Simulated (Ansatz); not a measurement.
ZnSe: geometry relaxation (part 2 of 2)

ZnSe (F-43m, 2 atoms in the cell); DFT PBE, scalar-relativistic, plane waves, PAW, no spin polarisation (Ansatz 0.2.0); cutoff 420 eV, 8×8×8 k-mesh, Gaussian smearing of 0.02 eV. The structure derives from a Materials Project entry.

Geometry of the input (Å; fractional positions):
```
0.0000  2.8324  2.8324
2.8324  0.0000  2.8324
2.8324  2.8324  0.0000
Zn 0.0000  0.0000  0.0000
Se 0.7500  0.7500  0.7500
```

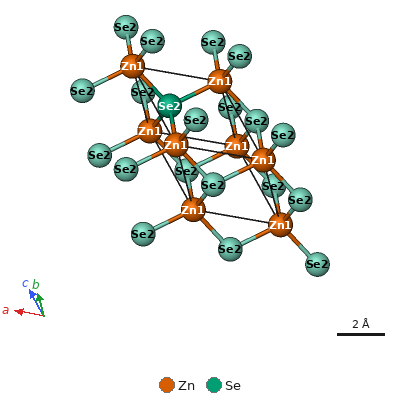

**Figure 1.** The geometry at step 1 of the log (ball-and-stick view of the cell of the calculation, seen at an oblique angle; neighbours outside the cell are drawn fainter; atoms are numbered from 1 in the order of the input).

**Output, continued**
```
SCF iter   1: F=—  HF=-8789.535245 eV  |F-HF|=—  |Δ(HF+E_count)|=         —  Δρ=8.25e-4  dr2=3.95e-4  ethr=1.36e-6  ⟨swp⟩=2.1  Hψ=3264  notcnv=0
preconditioner: auto → none  [insulator: Δε(μ)=1.196 eV  Ē_g=11.782 eV  σ=0.020 eV  W_gap=1.00  n_scr=14 (ndim 8)  ℏωp=23.1 eV  f_vac=0.127  D(μ)=0.00/eV (n_scr^D=0)  ε∞_Penn≈4.8]
SCF iter   2: F=—  HF=-8789.535200 eV  |F-HF|=—  |Δ(HF+E_count)|=   4.56e-5  Δρ=5.58e-4  dr2=8.61e-5  ethr=1.36e-6  ⟨swp⟩=2.0  Hψ=803  notcnv=0
SCF iter   3: F=—  HF=-8789.535203 eV  |F-HF|=—  |Δ(HF+E_count)|=   3.46e-6  Δρ=1.97e-4  dr2=2.01e-5  ethr=3.08e-7  ⟨swp⟩=2.0  Hψ=754  notcnv=0
SCF iter   4: F=—  HF=-8789.535198 eV  |F-HF|=—  |Δ(HF+E_count)|=   5.44e-6  Δρ=7.38e-5  dr2=1.32e-6  ethr=7.17e-8  ⟨swp⟩=2.0  Hψ=759  notcnv=0
SCF iter   5: F=-8789.535198 eV  HF=-8789.535198 eV  |F-HF|=1.60e-8  |Δ(HF+E_count)|=   2.18e-7  Δρ=1.07e-5  dr2=6.35e-8  ethr=7.14e-10  ⟨swp⟩=10.0  Hψ=4455  notcnv=0
SCF 2 converged in 5 iterations: F = -8789.535198 eV  dr2 = 6.35e-8
relax step   2: F+E_penalty+E_count = -8789.53519794 eV  Δ(F+E_penalty+E_count) = -9.823e-3 eV  max|allowed force component| = 3.469e-17 eV/Å  Δτ_max = 0.0000 Å  P = +0.555 GPa  Ω = 46.654 Å³  energy of the carried Pulay correction = -4.026e-4 eV  (5 SCF iters, dr2 threshold 2.00e-7 eV, accepted)
Crystal: 2 atoms, lattice volume = 47.077 Å³
iter 1 solved again at ethr=2.06e-7 eV; its pass at ethr=3.10e-3 eV (dr2=5.78e-5 eV) is discarded
SCF iter   1: F=—  HF=-8789.535840 eV  |F-HF|=—  |Δ(HF+E_count)|=         —  Δρ=2.76e-4  dr2=4.63e-5  ethr=2.06e-7  ⟨swp⟩=2.3  Hψ=3172  notcnv=0
preconditioner: auto → none  [insulator: Δε(μ)=1.157 eV  Ē_g=11.746 eV  σ=0.020 eV  W_gap=1.00  n_scr=14 (ndim 8)  ℏωp=23.0 eV  f_vac=0.127  D(μ)=0.00/eV (n_scr^D=0)  ε∞_Penn≈4.8]
SCF iter   2: F=—  HF=-8789.535829 eV  |F-HF|=—  |Δ(HF+E_count)|=   1.10e-5  Δρ=1.96e-4  dr2=1.05e-5  ethr=1.65e-7  ⟨swp⟩=2.0  Hψ=745  notcnv=0
SCF iter   3: F=—  HF=-8789.535830 eV  |F-HF|=—  |Δ(HF+E_count)|=   9.47e-7  Δρ=6.47e-5  dr2=2.28e-6  ethr=3.74e-8  ⟨swp⟩=2.0  Hψ=754  notcnv=0
SCF iter   4: F=-8789.535830 eV  HF=-8789.535830 eV  |F-HF|=3.55e-8  |Δ(HF+E_count)|=   3.62e-7  Δρ=2.46e-5  dr2=1.47e-7  ethr=7.14e-10  ⟨swp⟩=6.6  Hψ=3523  notcnv=0
SCF 3 converged in 4 iterations: F = -8789.535830 eV  dr2 = 1.47e-7
relax step   3: F+E_penalty+E_count = -8789.53582994 eV  Δ(F+E_penalty+E_count) = -6.320e-4 eV  max|allowed force component| = 3.123e-17 eV/Å  Δτ_max = 0.0000 Å  P = +0.034 GPa  Ω = 47.077 Å³  energy of the carried Pulay correction = -5.410e-4 eV  (4 SCF iters, dr2 threshold 2.00e-7 eV, accepted)
Basis set: ecut = 420 eV, 941 PW (Γ), exchange–correlation on 60×60×60 points (8 copies of the dense FFT grid, shifted against one another)
Initial wavefunctions: pseudopotential atomic-orbital guess (no wavefunctions were taken with the density)
iter 1 solved again at ethr=1.15e-7 eV; its pass at ethr=3.10e-3 eV (dr2=3.22e-5 eV) is discarded
SCF iter   1: F=—  HF=-8789.528138 eV  |F-HF|=—  |Δ(HF+E_count)|=         —  Δρ=7.56e-4  dr2=1.11e-5  ethr=1.15e-7  ⟨swp⟩=2.8  Hψ=3821  notcnv=0
preconditioner: auto → none  [insulator: Δε(μ)=1.160 eV  Ē_g=11.755 eV  σ=0.020 eV  W_gap=1.00  n_scr=14 (ndim 8)  ℏωp=23.0 eV  f_vac=0.127  D(μ)=0.00/eV (n_scr^D=0)  ε∞_Penn≈4.8]
SCF iter   2: F=—  HF=-8789.534255 eV  |F-HF|=—  |Δ(HF+E_count)|=   6.12e-3  Δρ=3.77e-4  dr2=2.49e-6  ethr=3.95e-8  ⟨swp⟩=2.0  Hψ=877  notcnv=0
SCF iter   3: F=—  HF=-8789.535967 eV  |F-HF|=—  |Δ(HF+E_count)|=   1.71e-3  Δρ=1.65e-4  dr2=5.70e-7  ethr=8.88e-9  ⟨swp⟩=2.0  Hψ=807  notcnv=0
SCF iter   4: F=—  HF=-8789.536354 eV  |F-HF|=—  |Δ(HF+E_count)|=   3.87e-4  Δρ=2.27e-5  dr2=4.99e-8  ethr=2.04e-9  ⟨swp⟩=2.0  Hψ=782  notcnv=0
SCF iter   5: F=—  HF=-8789.536360 eV  |F-HF|=—  |Δ(HF+E_count)|=   6.40e-6  Δρ=7.26e-6  dr2=1.58e-8  ethr=1.78e-10  ⟨swp⟩=2.3  Hψ=892  notcnv=0
SCF iter   6: F=—  HF=-8789.536360 eV  |F-HF|=—  |Δ(HF+E_count)|=   2.47e-8  Δρ=2.02e-6  dr2=7.76e-10  ethr=5.66e-11  ⟨swp⟩=2.0  Hψ=754  notcnv=0
SCF iter   7: F=—  HF=-8789.536360 eV  |F-HF|=—  |Δ(HF+E_count)|=   2.95e-8  Δρ=3.33e-7  dr2=3.35e-11  ethr=2.77e-12  ⟨swp⟩=2.0  Hψ=778  notcnv=0
SCF iter   8: F=-8789.536360 eV  HF=-8789.536360 eV  |F-HF|=1.09e-11  |Δ(HF+E_count)|=   1.01e-9  Δρ=9.44e-8  dr2=8.23e-12  ethr=1.00e-12  ⟨swp⟩=5.2  Hψ=2211  notcnv=0
SCF 4 converged in 8 iterations: F = -8789.536360 eV  dr2 = 8.23e-12
relax step   4: F+E_penalty+E_count = -8789.53636023 eV  Δ(F+E_penalty+E_count) = -5.303e-4 eV  max|allowed force component| = 3.643e-17 eV/Å  Δτ_max = 0.0000 Å  P = +0.032 GPa  Ω = 47.077 Å³  stress off target by 3.23e-2 GPa  SCF on the basis re-selected at this cell (its energy is not comparable with the rows above)  (8 SCF iters)
basis re-selected at this cell: Δ(F+E_penalty+E_count) = -5.303e-4 eV, ΔP = -0.001 GPa vs the last step (what re-selecting the basis moved, of the pressure what is left beyond the Pulay correction that the steps carried, after the strain that the cell walked since its last selection, with what the two solves' SCF thresholds leave and, on support functions, any second-order correction that the steps lacked; it is no measure of the basis error at this ecutwfc). The dense FFT grid was sized anew with the basis: this SCF ran on 30×30×30 points, the steps before it on 27×27×27, so part of this shift can come from that change (see relax.cell in the input reference). This SCF's stress stands 3.23e-2 GPa from its target on what of the cell is left free (relax.cell.stress_tol is 5.00e-2 GPa) and its largest allowed force component is 3.64e-17 eV/Å (relax.f_tol is 5.00e-3 eV/Å): within both
SCF converged after 8 iterations
Free energy (F): -8789.536360 eV
Harris-Foulkes:  -8789.536360 eV  (|F-HF|=1.09e-11)
Internal energy: -8789.536360 eV  (E = F + TS)
E sigma→0 (E₀):  -8789.536360 eV
Fermi energy:    6.901388 eV
--- Per-component energies (eV) ---
  E_band       = -391.591470
  E_kinetic    = 249.347898
  E_local      = -4441.493326  (includes V_loc(G=0)·N_el)
  E_nonlocal   = 18.688271
  E_hartree    = 2055.207313
  E_xc         = -241.035452
  E_vxc        = -149.663509  (∫ρ·V_xc dr)
  E_paw        = -3739.765444  (= ΣΔE_a)
  E_vpaw       = -178.884663  (= ΣTr[D̂ρ^β])
  E_aug_tail   = -0.000935  (compensation charges beyond the density's cutoff)
  E_ewald      = -2690.484687
  E_smearing   = -0.000000  (= −TS)
  E_closure    = 0.000000  (closes the sum)
  Σ components = -8789.536360   (vs F -8789.536360, Δ=0.00e0)
--- Forces (eV/Å), atoms counted from 1 ---
  atom   1  Zn    -0.00000000    -0.00000000     0.00000000
  atom   2  Se     0.00000000    -0.00000000     0.00000000
  max |Σ_I F_I| component: 8.44e-17 eV/Å
--- Stress (GPa, compression-positive) ---
        0.032324      -0.000000      -0.000000
       -0.000000       0.032324       0.000000
       -0.000000       0.000000       0.032324
  P = ⅓ Tr σ = 0.0323 GPa (0.323 kbar)
--- Band table (eV; the first three rows and the last of 29) ---
  k-point 0: bands = ["-40.4589", "-40.4589", "-40.4589", "-40.4550", "-40.4550", "-6.7271", "-0.0995", "-0.0995", "-0.0995", "0.2415", "0.2415", "6.3239", "6.3239", "6.3239", "7.4785", "12.1430", "12.1430", "12.1430"]
  k-point 1: bands = ["-40.4589", "-40.4588", "-40.4588", "-40.4550", "-40.4550", "-6.6329", "-0.0907", "-0.0848", "-0.0848", "0.2403", "0.2403", "5.0283", "6.1814", "6.1814", "8.4732", "12.0592", "12.3854", "12.3854"]
  k-point 2: bands = ["-40.4588", "-40.4588", "-40.4588", "-40.4550", "-40.4550", "-6.3893", "-0.0526", "-0.0526", "-0.0324", "0.2417", "0.2417", "3.3646", "5.8752", "5.8752", "8.9829", "12.7531", "12.7531", "12.7942"]
  k-point 28: bands = ["-40.4588", "-40.4588", "-40.4586", "-40.4550", "-40.4549", "-5.7421", "0.0155", "0.0905", "0.2138", "0.2155", "0.5153", "1.8032", "3.6996", "3.8172", "11.7196", "11.8073", "13.2178", "14.0402"]
--- Relaxed structure (3 steps of the walk, 3 accepted, 1 SCFs on fresh bases) ---
  F+E_penalty+E_count = -8789.53636023 eV   max|allowed force component| = 3.643e-17 eV/Å   (the final SCF, on the basis selected at the relaxed cell)
  cell:  # Å, volume = 47.0765 Å³
    - [-4.585834829606031e-33, 2.865880587766667, 2.865880587766667]
    - [2.865880587766667, 3.1591306603952654e-33, 2.865880587766667]
    - [2.865880587766667, 2.865880587766667, 6.012538998816796e-33]
  atoms:
    - { symbol: Zn, position: [3.4847629998330874e-34, -3.144786121800591e-34, -4.391368007919745e-34] }
    - { symbol: Se, position: [0.75, 0.75, 0.75] }
```

**Trajectory as extended XYZ (Å, eV, eV/Å), 4 frames, from step=1 to step=4**
```
2
Lattice="0.0000 2.8324 2.8324 2.8324 0.0000 2.8324 2.8324 2.8324 0.0000" Properties=species:S:1:pos:R:3:forces:R:3 step=1 energy=-8789.52537 pressure_GPa=2.20
Zn    0.0000    0.0000    0.0000    0.0000   0.0000   0.0000
Se    4.2487    4.2487    4.2487    0.0000   0.0000   0.0000
2
Lattice="0.0000 2.8573 2.8573 2.8573 0.0000 2.8573 2.8573 2.8573 0.0000" Properties=species:S:1:pos:R:3:forces:R:3 step=2 energy=-8789.53520 pressure_GPa=0.56
Zn    0.0000    0.0000    0.0000    0.0000   0.0000   0.0000
Se    4.2859    4.2859    4.2859    0.0000   0.0000   0.0000
2
Lattice="0.0000 2.8659 2.8659 2.8659 0.0000 2.8659 2.8659 2.8659 0.0000" Properties=species:S:1:pos:R:3:forces:R:3 step=3 energy=-8789.53583 pressure_GPa=0.03
Zn    0.0000    0.0000    0.0000    0.0000   0.0000   0.0000
Se    4.2988    4.2988    4.2988    0.0000   0.0000   0.0000
2
Lattice="0.0000 2.8659 2.8659 2.8659 0.0000 2.8659 2.8659 2.8659 0.0000" Properties=species:S:1:pos:R:3:forces:R:3 step=4 energy=-8789.53636 pressure_GPa=0.03
Zn    0.0000    0.0000    0.0000    0.0000   0.0000   0.0000
Se    4.2988    4.2988    4.2988    0.0000   0.0000   0.0000
```

**Results in brief**

```tsv
quantity	value
outcome	converged
space group (tolerance 0.01 Å)	F-43m (216)
electrons treated	28
free energy	−8789.5364 eV
Fermi energy	6.901 eV
gap on the k-point mesh	1.15 eV
pressure	0.03 GPa
final volume	47.08 Å³
largest force (length of the vector) at the end	under 0.001 eV/Å
final cell	a = 4.053 Å, b = 4.053 Å, c = 4.053 Å, α = 60.00°, β = 60.00°, γ = 60.00°
hardware	8 threads of Arm Neoverse V2, 24 GiB of memory available, shared host
wall time	1.9 s (CPU time 11 s)
peak memory	0.41 GiB
```
